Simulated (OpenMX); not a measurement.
```xyz
6
Lattice="3.2880 0.0000 0.0000 -1.6440 2.8475 0.0000 0.0000 0.0000 12.9000" Properties=species:S:1:pos:R:3 pbc="T T T"
Mo    1.6440    0.9492    9.6750
Mo    0.0000    1.8983    3.2250
Se    1.6440    0.9492    4.8375
Se    0.0000    1.8983   11.2875
Se    1.6440    0.9492    1.6125
Se    0.0000    1.8983    8.0625
```

Space group P6₃/mmc; not relaxed (largest force 0.9 eV/Å); computed pressure about 2 GPa in this cell.

These are results of Kohn-Sham DFT of a periodic cell, LDA, OpenMX 2013 LDA set in OpenMX 3.8.5, not measurements.

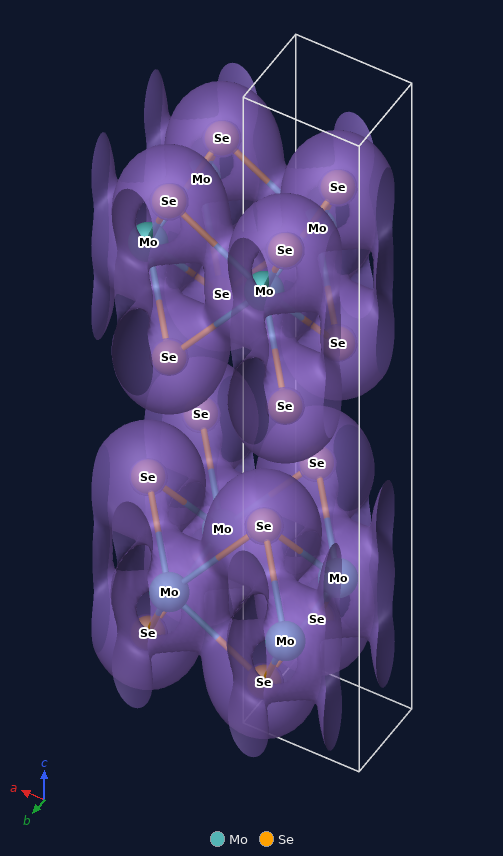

MoSe2. Isosurface of the valence charge density (pseudo) at 0.4 e/Å³ (purple), seen at an oblique angle. Sticks mark near contacts.

Core electrons are replaced by pseudopotentials, and the valence fields are smoothed inside the atomic spheres.

What does this surface tell about the bonding?

Answer. At this value the density is joined into sheets; it holds about 75 % of the electrons treated as valence. It bridges the sampled Mo–Se (2.49 Å) contacts, where the density stays above the isovalue. On the grid the lowest density along these lines, outside the cores, is 0.52 e/Å³ (Mo–Se, 2.49 Å).

Does the calculation give a band gap?

Answer. It is gapped, with a Kohn–Sham gap of 0.90 eV on the k-point mesh, an upper bound to the gap of this method.
